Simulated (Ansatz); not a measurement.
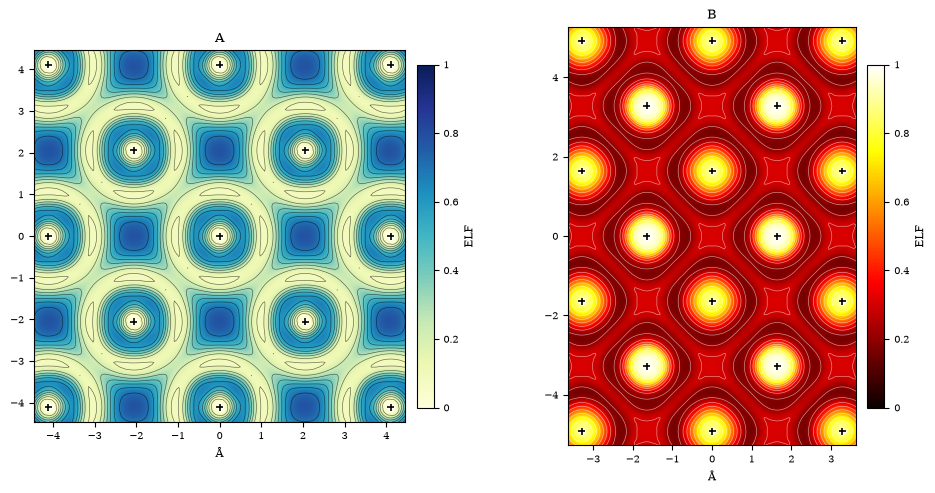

The electron localisation function of 2 systems, each on a plane through atoms (crosses mark nuclei in the plane).

Computed with Ansatz, DFT r2SCAN, scalar-relativistic, plane waves, PAW.

System 1: Ti, the (001) plane of the conventional cell. Space group Fm-3m; computed without spin polarisation.

```cif
data_structure
_symmetry_space_group_name_H-M 'P 1'
_symmetry_Int_Tables_number 1
_cell_length_a 4.1103
_cell_length_b 4.1103
_cell_length_c 4.1103
_cell_angle_alpha 90.000
_cell_angle_beta 90.000
_cell_angle_gamma 90.000
_cell_volume 69.44
loop_
_atom_site_label
_atom_site_type_symbol
_atom_site_fract_x
_atom_site_fract_y
_atom_site_fract_z
_atom_site_occupancy
Ti1 Ti 0.00000 0.00000 0.00000 1
Ti2 Ti 0.50000 0.50000 0.00000 1
Ti3 Ti 0.50000 0.00000 0.50000 1
Ti4 Ti 0.00000 0.50000 0.50000 1
```

System 2: FeCo₃, the (100) plane of the conventional cell. Space group Pm-3m; a structure from a database of computed crystals, not necessarily the ambient phase; computed pressure about 45 GPa in this cell; computed without spin polarisation.

```xyz
4
Lattice="3.2823 0.0000 0.0000 0.0000 3.2823 0.0000 0.0000 0.0000 3.2823" Properties=species:S:1:pos:R:3 pbc="T T T"
Fe    0.0000    0.0000    0.0000
Co    1.6411    1.6411    0.0000
Co    1.6411    0.0000    1.6411
Co    0.0000    1.6411    1.6411
```

Q: Which map belongs to which system?

A: Panel A is system 1, Ti: the plane holds Ti. Ti–Ti (2.91 Å): the ELF is about 0.25 at the midpoint; no localised pair shows between them. Panel B is system 2, FeCo₃: the plane holds Fe and Co. Fe–Co (2.32 Å): the ELF is about 0.25 at the midpoint: no shared electron pair shows on this line.
